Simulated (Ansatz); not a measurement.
# Hf₆Si₆O₂₃ (cell charge +2, with a compensating background) (cell with a defect): what the fields show

Input

```
crystal:
  lattice:
    - [-6.6449050321, 0.0, 0.0]
    - [0.0, -6.6449050321, 0.0]
    - [3.3224525161, 3.3224525161, 9.0224221621]
  atoms:
    - { symbol: Hf, position: [0.6659253002, 0.6649702064, 0.3317278581] }
    - { symbol: Hf, position: [0.9931373709, -0.0145479891, -0.0138513694] }
    - { symbol: Hf, position: [0.3361888175, 0.3355091516, 0.6722532699] }
    - { symbol: Hf, position: [0.7502835721, 0.247511853, 0.5004427189] }
    - { symbol: Hf, position: [0.0850190069, 0.602818394, 0.1699148227] }
    - { symbol: Hf, position: [0.4166000247, 0.9182059807, 0.8330760596] }
    - { symbol: Si, position: [0.2505455435, 0.7484320126, 0.5009677343] }
    - { symbol: Si, position: [0.5828365564, 0.0836160127, 0.1655474149] }
    - { symbol: Si, position: [0.9187692797, 0.4074155526, 0.8374152006] }
    - { symbol: Si, position: [0.8312540091, 0.8284789164, 0.6623836988] }
    - { symbol: Si, position: [0.1699364032, 0.1749523146, 0.3387423749], spin: 2.0 }
    - { symbol: Si, position: [0.5007529018, 0.5015459384, 0.0013819963] }
    - { symbol: O, position: [0.4405803184, 0.6262471847, 0.8810350414] }
    - { symbol: O, position: [0.7711996362, 0.951983208, 0.5422742547] }
    - { symbol: O, position: [0.0071745396, 0.6860139401, 0.3755879031] }
    - { symbol: O, position: [0.3357824, 0.027512213, 0.0459045429] }
    - { symbol: O, position: [0.6743120408, 0.3478428865, 0.7165210124] }
    - { symbol: O, position: [0.3685371884, 0.6860140523, 0.3755881859] }
    - { symbol: O, position: [0.7102497077, 0.0275131771, 0.0459058618] }
    - { symbol: O, position: [0.0423343696, 0.3478448319, 0.7165222016] }
    - { symbol: O, position: [0.7724119446, 0.5839368974, 0.5447006792] }
    - { symbol: O, position: [0.1028572305, 0.9409566784, 0.2055840551] }
    - { symbol: O, position: [0.4405173199, 0.2566481796, 0.8809114211] }
    - { symbol: O, position: [0.4132809699, 0.2290052314, 0.4548970703] }
    - { symbol: O, position: [0.7465983059, 0.5618416886, 0.1217157049] }
    - { symbol: O, position: [0.0757576492, 0.8911816272, 0.7845893047] }
    - { symbol: O, position: [0.3105935235, 0.6245592202, 0.6210634014] }
    - { symbol: O, position: [0.6429583759, 0.9586241966, 0.2857933478] }
    - { symbol: O, position: [0.9845092195, 0.2967724449, 0.9688949448] }
    - { symbol: O, position: [0.309995594, 0.9938601236, 0.6198675367] }
    - { symbol: O, position: [0.643405051, 0.3276765811, 0.2866867457] }
    - { symbol: O, position: [0.9769753035, 0.6566042744, 0.9538284252] }
    - { symbol: O, position: [0.708955007, 0.8911818844, 0.7845885064] }
    - { symbol: O, position: [0.0417395853, 0.2290027422, 0.4548960317] }
    - { symbol: O, position: [0.3752406443, 0.5618428185, 0.1217156628] }
  host:
    lattice:
      - [-3.3224525161, 3.3224525161, 3.007474054]
      - [3.3224525161, -3.3224525161, 3.007474054]
      - [3.3224525161, 3.3224525161, -3.007474054]
    atoms:
      - { symbol: Hf, position: [0.0, 0.0, 0.0] }
      - { symbol: Hf, position: [0.75, 0.25, 0.5] }
      - { symbol: Si, position: [0.25, 0.75, 0.5] }
      - { symbol: Si, position: [0.5, 0.5, 0.0] }
      - { symbol: O, position: [0.1347298444, 0.3189389224, 0.815790922] }
      - { symbol: O, position: [0.0689389224, 0.7531480004, 0.684209078] }
      - { symbol: O, position: [0.0689389224, 0.3847298444, 0.315790922] }
      - { symbol: O, position: [0.5031480004, 0.3189389224, 0.184209078] }
      - { symbol: O, position: [0.6810610776, 0.4968519996, 0.815790922] }
      - { symbol: O, position: [0.6152701556, 0.9310610776, 0.684209078] }
      - { symbol: O, position: [0.2468519996, 0.9310610776, 0.315790922] }
      - { symbol: O, position: [0.6810610776, 0.8652701556, 0.184209078] }
total_charge: 2
basis:
  ecutwfc: 420
  xc_grid: 2
kpoints:
  mp_grid: { grid: [2, 2, 2], shift: [0.0, 0.0, 0.0] }
hamiltonian:
  xc: pbe
scf:
  occupations: { method: gaussian, width: 0.02 }
  lower_state_search: "off"
output:
  forces: true
  stress: false
  eigenvalues: true
  populations: true
  charged_corrections:
    defect_position: [0.10631297, 0.29052205, 0.21262595]
    epsilon: [[12.6894, 0.0, 0.0], [0.0, 12.6894, 0.0], [0.0, 0.0, 12.4844]]
  write_density: true
  write_potential: true
  elf: true
  volumetric_format: npy
magnetization:
  spin_polarized: true
relax:
  adjacent_minimum: "off"
  f_tol: 0.03
  max_steps: 40
```

Launched as:

```sh
ansatz run input.yaml --threads 8 --pin off --max-ram 16384MiB --backend cpu --events-out ev --progress --plain --runs-dir out
```

The fields are those of the relaxed geometry.

The program warned that a starting moment wasn't kept; spin-polarised, but the moments vanished.

Computed with DFT PBE, scalar-relativistic, plane waves, PAW in Ansatz.

Core electrons are frozen (PAW), and the valence fields are smoothed inside the atomic spheres.

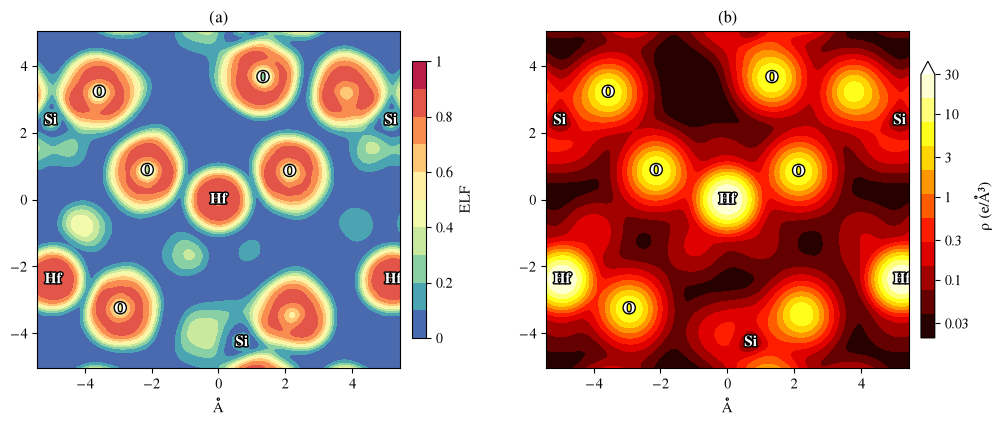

Figure 1. (a) ELF; (b) valence charge density (pseudo) on the (110) plane of the calculation cell.

What does the map show?

The section cuts through Hf, Si and O sites. Atoms just off the plane (O, 0.3 Å away) can leave unmarked features too. Si–O (1.68 Å): ρ at the midpoint is about 1.1 e/Å³; the ELF peaks at about 0.85 between the atoms: a polar covalent bond. Hf–O (2.20 Å): the density is about 0.57 e/Å³ at the midpoint; the ELF peaks at about 0.85 in the valence shell of O, 0.6 Å from its nucleus, and drops to about 0.15 between the two atoms (no localised pair shows between them). Between the atoms the lowest density in this plane is 0.007 e/Å³. The features right at Hf lie inside the PAW spheres, where the map follows smoothed inner orbitals and isn't to be read closely.

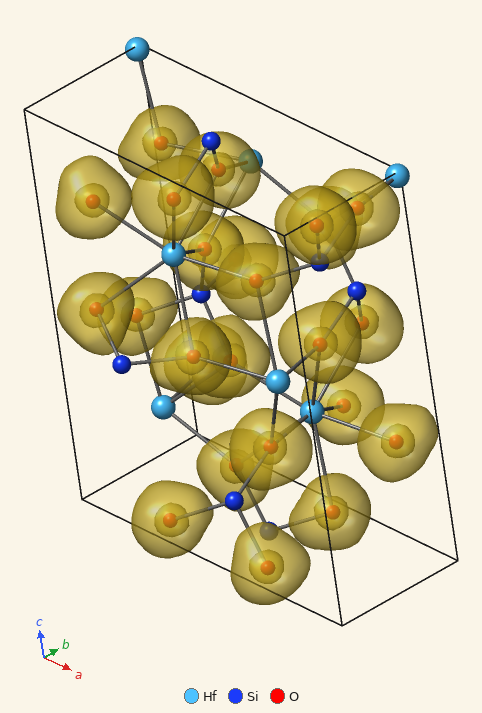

Figure 2. Isosurface of the ELF at 0.7 (yellow), seen slightly off an axis. Core shells and regions of very low density are left out. Sticks mark near contacts.

Identify the bonds, lone pairs and shells in this picture.

The surface consists of 23 regions on O in which the atom's valence shell and bonds are merged, counted in one cell of 35 atoms. Any copies at cell faces, edges or corners count once.


Si–O (1.62 Å): the ELF peaks at about 0.85 between the atoms; a polar covalent bond. Hf–O (2.07 Å): the ELF peaks at about 0.85 in the valence shell of O, 0.6 Å from its nucleus, and drops to about 0.15 between the two atoms (no shared electron pair shows on this line).

Does the calculation make it a metal, or give it a gap?

It is gapped, with a Kohn–Sham gap of 4.0 eV on the k-point mesh, an upper bound to the gap of this method.
